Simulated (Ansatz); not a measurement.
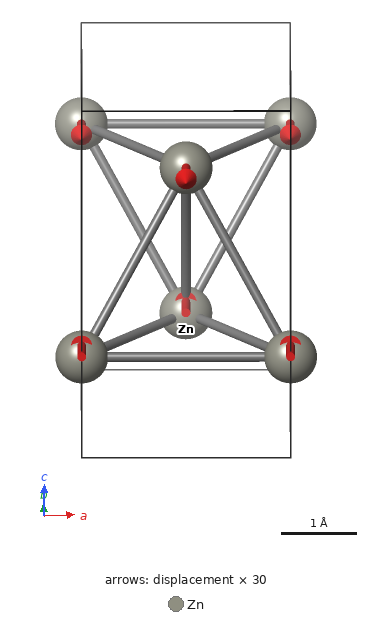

A relaxation of crystalline Zn (a generated structure, set up in Cmcm). The starting structure is drawn; red arrows show the displacements (the part carried along by the change of the cell is left out), 30 times their true length.

Style: ball-and-stick. Shown: the conventional cell (2 times the calculation's cell), from a free direction. Lengths and directions refer to the drawn axes.

Case: Ca → Zn on all its sites, cell and atoms relaxed.

All numbers below come from DFT PBE, scalar-relativistic, plane waves, PAW (Ansatz).

The input:
```yaml
crystal:
  lattice:
    - [1.4051859085, -2.2486119899, 0.0]
    - [1.4051859085, 2.2486119899, 0.0]
    - [0.0, 0.0, 4.837385892]
  atoms:
    - { symbol: Zn, position: [0.8392159472, 0.1607840528, 0.25] }
    - { symbol: Zn, position: [0.1607840528, 0.8392159472, 0.75] }
basis:
  ecutwfc: 420
kpoints:
  mp_grid: { grid: [18, 18, 10] }
hamiltonian:
  xc: pbe
scf:
  occupations: { method: gaussian, width: 0.1 }
output:
  forces: true
  stress: true
  eigenvalues: true
relax:
  adjacent_minimum: "off"
  f_tol: 0.01
  max_steps: 60
  cell: { stress_tol: 0.1 }
```

**What happened in the run?**

The largest moves relative to the cell, 0.027 Å, are those of Zn1 and Zn2. Zn2 goes along −b. The drawn cell changes as follows: a 2.810 → 2.636 Å (−6.2 %), b 4.497 → 4.565 Å (+1.5 %), c 4.837 → 5.091 Å (+5.2 %); the volume changes by +0.2 %. Some distances before and after: Zn1–Zn1 2.810 → 2.636 Å, Zn1–Zn2 2.818 → 2.966 Å, Zn1–Zn2 (another image) 2.910 → 2.966 Å, Zn1–Zn1 (another image) 2.652 → 2.636 Å. The space group (tolerance 0.01 Å) goes from Cmcm (No. 63) to P6_3/mmc (No. 194). After 6 accepted moves (7 points after the start) the energy has fallen by 19.8 meV per atom. Largest force component: 0.0099 eV/Å at the start, 0.00025 eV/Å at the end. The pressure goes from −0.44 to −0.01 GPa. The SCF was repeated once at an unchanged geometry on a basis and grid sized afresh for the cell, which shifted the energy by 0.2 meV per atom at most.
